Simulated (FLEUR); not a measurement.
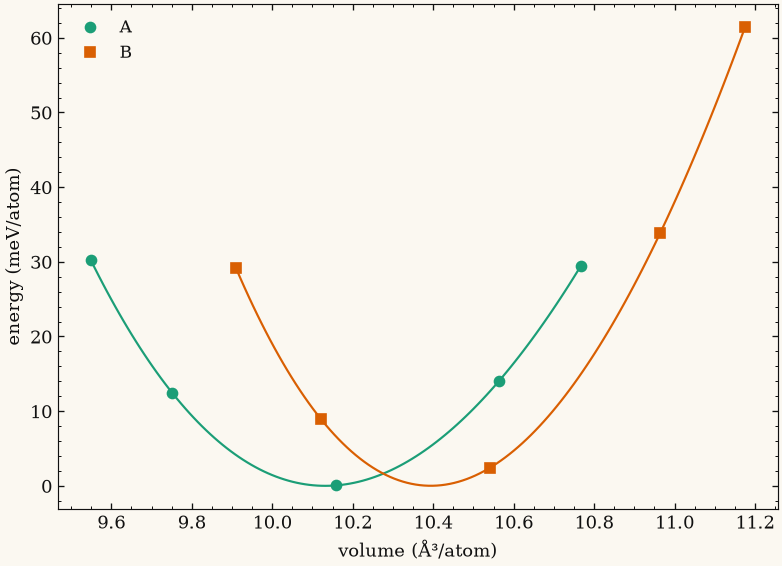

The figure compares two calculations of the energy against volume, each curve from its own zero. The first is for WC, space group Fm-3m (No. 225).

The cell holds 2 atoms.

How it was computed, with FLEUR MaX-R8.1 (later development tree): all-electron LAPW DFT, no spin polarisation; energies at scaled volumes of the given cell, shape and fractions fixed, counted from the fit's minimum, third-order Birch-Murnaghan fit. Level: r2SCAN.

- k mesh: 10×10×10
- occupations: Fermi–Dirac
- smearing width: 0.05 eV
- potentials: all electron
- program settings: basis FLAPW, kmax 5.07 1/bohr

In the second, W is replaced by Ti on all its sites, which gives TiC in the same structure. The second calculation uses k mesh 11×11×11.

Question: Which of A and B is the second calculation, and what did the change do?

Answer: A. The equilibrium volume falls from 10.39 to 10.13 Å³/atom (−2.5 %) and the bulk modulus falls from 381 to 262 GPa (−31 %).

V0 and the bulk modulus come from third-order Birch–Murnaghan fits.
